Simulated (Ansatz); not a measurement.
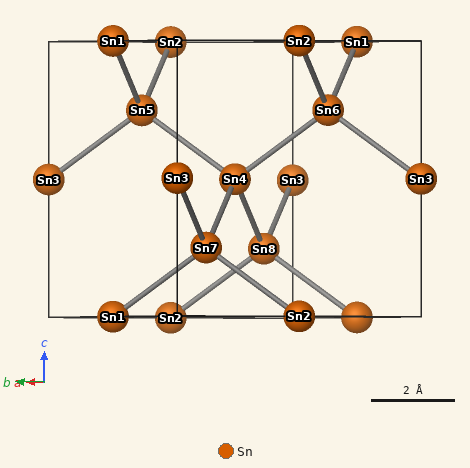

Fig. 1: The structure (ball-and-stick view of the cell of the calculation, seen at an oblique angle; atoms are numbered from 1 in the order of the input). An atom can appear more than once, as a periodic image.

## Sn: a changed input and its effect

System: Sn (Fd-3m, 8 atoms in the cell).
Method of run 1: DFT, PBE, plane waves, PAW, no spin polarisation (Ansatz 0.2.0).

The structure derives from an entry of the Crystallography Open Database. Text and figures count atoms from 1; the logs count them from 0 in places.

Input file, run 1:
```yaml
crystal:
  lattice:
    - [6.6562955611, 0.0, 0.0]
    - [0.0, -6.6562955611, 0.0]
    - [0.0, 0.0, -6.6562955611]
  atoms:
    - { symbol: Sn, position: [0.5, 0.0, 0.0] }
    - { symbol: Sn, position: [0.0, 0.5, 0.0] }
    - { symbol: Sn, position: [0.0, 0.0, 0.5] }
    - { symbol: Sn, position: [0.5, 0.5, 0.5] }
    - { symbol: Sn, position: [0.75, 0.75, 0.75] }
    - { symbol: Sn, position: [0.25, 0.25, 0.75] }
    - { symbol: Sn, position: [0.25, 0.75, 0.25] }
    - { symbol: Sn, position: [0.75, 0.25, 0.25] }
basis:
  ecutwfc: 420
kpoints:
  mp_grid: { grid: [10, 10, 10] }
hamiltonian:
  xc: pbe
scf:
  occupations: { method: gaussian, width: 0.15 }
  mixing: { preconditioner: resta }
output:
  forces: true
  eigenvalues: true
  stress: true
```

Launched with:
```bash
ansatz run input.yaml --threads 2 --pin off --max-ram 5120MiB --backend cpu --events-out ev --progress --plain --runs-dir out
```

Hardware: 2 threads of Intel Xeon @ 2.50GHz (Skylake/Cascade Lake), 189 GiB of memory available, shared host.

Output, shortened to warnings, some set-up lines, iterations and results (run 1):
```
Basis set: ecut = 420 eV, 5743 PW (Γ), exchange–correlation on 90×90×90 points (8 copies of the dense FFT grid, shifted against one another)
Symmetry: 192 space group operations
k-points: 56 of 1000
Initial density: superposition of atomic densities (neutral atoms: chi_scale 0, normalization atom), corrected by the library's trained network
[...]
SCF iter   1: F=—  HF=-48193.704807 eV  |F-HF|=—  |Δ(HF+E_count)|=         —  Δρ=7.71e-4  dr2=4.09e-3  ethr=1.77e-3  ⟨swp⟩=6.5  Hψ=16223  notcnv=0
SCF iter   2: F=—  HF=-48193.703456 eV  |F-HF|=—  |Δ(HF+E_count)|=   1.35e-3  Δρ=3.36e-4  dr2=7.16e-4  ethr=3.66e-6  ⟨swp⟩=2.0  Hψ=7569  notcnv=0  defer=2
SCF iter   3: F=—  HF=-48193.704382 eV  |F-HF|=—  |Δ(HF+E_count)|=   9.26e-4  Δρ=6.31e-5  dr2=1.09e-5  ethr=6.40e-7  ⟨swp⟩=2.0  Hψ=4457  notcnv=0  defer=2
SCF iter   4: F=—  HF=-48193.704414 eV  |F-HF|=—  |Δ(HF+E_count)|=   3.18e-5  Δρ=2.94e-5  dr2=2.27e-6  ethr=9.72e-9  ⟨swp⟩=2.1  Hψ=6704  notcnv=0  defer=2
SCF iter   5: F=-48193.704415 eV  HF=-48193.704414 eV  |F-HF|=2.80e-7  |Δ(HF+E_count)|=   2.55e-7  Δρ=4.68e-6  dr2=6.95e-8  ethr=2.03e-9  ⟨swp⟩=2.0  Hψ=6691  notcnv=0  defer=2
SCF iter   6: F=-48193.704415 eV  HF=-48193.704415 eV  |F-HF|=2.87e-9  |Δ(HF+E_count)|=   3.41e-7  Δρ=1.91e-6  dr2=7.53e-9  ethr=6.21e-11  ⟨swp⟩=9.0  Hψ=16031  notcnv=0
SCF 1 converged in 6 iterations: F = -48193.704415 eV  dr2 = 7.53e-9
SCF converged after 6 iterations
Free energy (F): -48193.704415 eV
Harris-Foulkes:  -48193.704415 eV  (|F-HF|=2.87e-9)
Internal energy: -48193.697891 eV  (E = F + TS)
E sigma→0 (E₀):  -48193.701153 eV
Entropy (-TS):   -0.006524 eV (-0.815 meV/atom)
Fermi energy:    6.918391 eV
--- Per-component energies (eV) ---
  E_band       = -1081.274771
  E_kinetic    = 1491.953796
  E_local      = -9579.348083  (includes V_loc(G=0)·N_el)
  E_nonlocal   = -256.677177
  E_hartree    = 5441.470397
  E_xc         = -3053.888285
  E_vxc        = -760.559671  (∫ρ·V_xc dr)
  E_paw        = -33101.000955  (= ΣΔE_a)
  E_vpaw       = -2859.595764  (= ΣTr[D̂ρ^β])
  E_aug_tail   = -0.000003  (compensation charges beyond the density's cutoff)
  E_ewald      = -9136.207581
  E_smearing   = -0.006524  (= −TS)
  E_closure    = 0.000000  (closes the sum)
  Σ components = -48193.704415   (vs F -48193.704415, Δ=0.00e0)
--- Forces (eV/Å), atoms counted from 1 ---
  atom   1  Sn    -0.00000000    -0.00000000     0.00000000
  atom   2  Sn     0.00000000    -0.00000000     0.00000000
  atom   3  Sn     0.00000000     0.00000000     0.00000000
  atom   4  Sn     0.00000000     0.00000000     0.00000000
  atom   5  Sn     0.00000000     0.00000000     0.00000000
  atom   6  Sn    -0.00000000    -0.00000000     0.00000000
  atom   7  Sn     0.00000000    -0.00000000    -0.00000000
  atom   8  Sn     0.00000000    -0.00000000    -0.00000000
  max |Σ_I F_I| component: 5.78e-18 eV/Å
--- Stress (GPa, compression-positive) ---
       -0.031497       0.000000      -0.000000
       -0.000000      -0.031497       0.000000
        0.000000       0.000000      -0.031497
  P = ⅓ Tr σ = -0.0315 GPa (-0.315 kbar)
```

For run 2 the input was changed thus:
```diff
-  mixing: { preconditioner: resta }
+  write_density: true
+  write_potential: true
+  elf: true
+  volumetric_format: npy
```

Predict how the results change.

Both reach the same energy, so the change doesn't alter the result. The SCF takes 7 iterations against 6.

Output, shortened to warnings, some set-up lines, iterations and results (run 2):
```
Basis set: ecut = 420 eV, 5743 PW (Γ), exchange–correlation on 90×90×90 points (8 copies of the dense FFT grid, shifted against one another)
Symmetry: 192 space group operations
k-points: 56 of 1000
Initial density: superposition of atomic densities (neutral atoms: chi_scale 0, normalization atom), corrected by the library's trained network
[...]
SCF iter   1: F=—  HF=-48193.704807 eV  |F-HF|=—  |Δ(HF+E_count)|=         —  Δρ=7.71e-4  dr2=4.09e-3  ethr=1.77e-3  ⟨swp⟩=6.5  Hψ=16223  notcnv=0
SCF iter   2: F=—  HF=-48193.703168 eV  |F-HF|=—  |Δ(HF+E_count)|=   1.64e-3  Δρ=5.75e-4  dr2=2.80e-3  ethr=3.66e-6  ⟨swp⟩=2.0  Hψ=7565  notcnv=0  defer=1
SCF iter   3: F=—  HF=-48193.703995 eV  |F-HF|=—  |Δ(HF+E_count)|=   8.26e-4  Δρ=2.90e-4  dr2=5.32e-4  ethr=2.50e-6  ⟨swp⟩=2.0  Hψ=4504  notcnv=0  defer=1
SCF iter   4: F=—  HF=-48193.704288 eV  |F-HF|=—  |Δ(HF+E_count)|=   2.93e-4  Δρ=1.38e-4  dr2=6.78e-5  ethr=4.75e-7  ⟨swp⟩=2.0  Hψ=4448  notcnv=0  defer=1
SCF iter   5: F=—  HF=-48193.704387 eV  |F-HF|=—  |Δ(HF+E_count)|=   9.94e-5  Δρ=4.84e-5  dr2=8.93e-6  ethr=6.05e-8  ⟨swp⟩=3.0  Hψ=6765  notcnv=0  defer=1
SCF iter   6: F=—  HF=-48193.704413 eV  |F-HF|=—  |Δ(HF+E_count)|=   2.61e-5  Δρ=1.77e-5  dr2=5.86e-7  ethr=7.97e-9  ⟨swp⟩=2.0  Hψ=4463  notcnv=0  defer=1
SCF iter   7: F=-48193.704415 eV  HF=-48193.704415 eV  |F-HF|=5.55e-8  |Δ(HF+E_count)|=   1.19e-6  Δρ=4.07e-6  dr2=3.75e-8  ethr=8.93e-11  ⟨swp⟩=15.9  Hψ=29817  notcnv=0
SCF 1 converged in 7 iterations: F = -48193.704415 eV  dr2 = 3.75e-8
SCF converged after 7 iterations
Free energy (F): -48193.704415 eV
Harris-Foulkes:  -48193.704415 eV  (|F-HF|=5.55e-8)
Internal energy: -48193.697891 eV  (E = F + TS)
E sigma→0 (E₀):  -48193.701153 eV
Entropy (-TS):   -0.006524 eV (-0.815 meV/atom)
Fermi energy:    6.918414 eV
--- Per-component energies (eV) ---
  E_band       = -1081.268192
  E_kinetic    = 1491.954481
  E_local      = -9579.343851  (includes V_loc(G=0)·N_el)
  E_nonlocal   = -256.678183
  E_hartree    = 5441.465670
  E_xc         = -3053.888437
  E_vxc        = -760.559905  (∫ρ·V_xc dr)
  E_paw        = -33100.999986  (= ΣΔE_a)
  E_vpaw       = -2859.595758  (= ΣTr[D̂ρ^β])
  E_aug_tail   = -0.000003  (compensation charges beyond the density's cutoff)
  E_ewald      = -9136.207581
  E_smearing   = -0.006524  (= −TS)
  E_closure    = -0.000000  (closes the sum)
  Σ components = -48193.704415   (vs F -48193.704415, Δ=0.00e0)
--- Forces (eV/Å), atoms counted from 1 ---
  atom   1  Sn     0.00000000    -0.00000000    -0.00000000
  atom   2  Sn     0.00000000     0.00000000     0.00000000
  atom   3  Sn     0.00000000     0.00000000     0.00000000
  atom   4  Sn    -0.00000000     0.00000000    -0.00000000
  atom   5  Sn    -0.00000000     0.00000000     0.00000000
  atom   6  Sn     0.00000000     0.00000000     0.00000000
  atom   7  Sn     0.00000000     0.00000000     0.00000000
  atom   8  Sn     0.00000000     0.00000000    -0.00000000
  max |Σ_I F_I| component: 3.04e-17 eV/Å
--- Stress (GPa, compression-positive) ---
       -0.031548       0.000000      -0.000000
        0.000000      -0.031548      -0.000000
       -0.000000      -0.000000      -0.031548
  P = ⅓ Tr σ = -0.0315 GPa (-0.315 kbar)
```

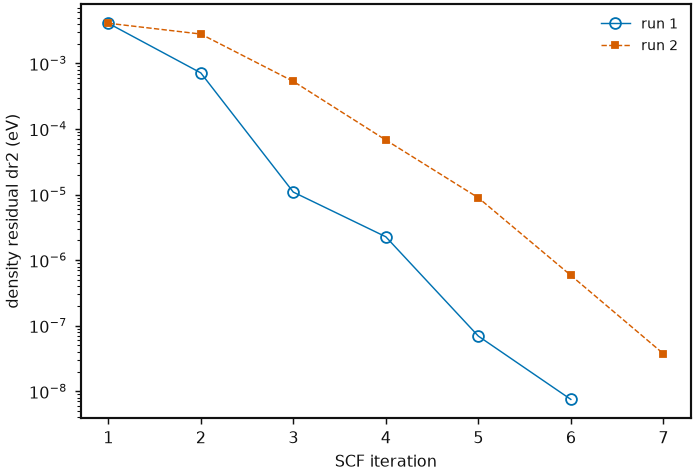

Fig. 2: Convergence of the two runs: density residual dr2 against the SCF iteration. Run 1 takes 6 iterations in all, and run 2 takes 7.

The two runs side by side:

| quantity | run 1 | run 2 |
| --- | --- | --- |
| outcome | converged | converged |
| free energy per atom (eV) | −6024.2131 | −6024.2131 |
| energy per atom, smearing taken to zero (eV) | −6024.2126 | −6024.2126 |
| gap on the mesh (eV) | 0.00 | 0.00 |
| pressure (GPa) | −0.03 | −0.03 |
| largest force (eV/Å) | 0.000 | 0.000 |
| SCF iterations | 6 | 7 |
| irreducible k-points | 56 | 56 |
| plane waves at Γ | 5743 | 5743 |
| wall time (shared host) | 51 s | 68 s |
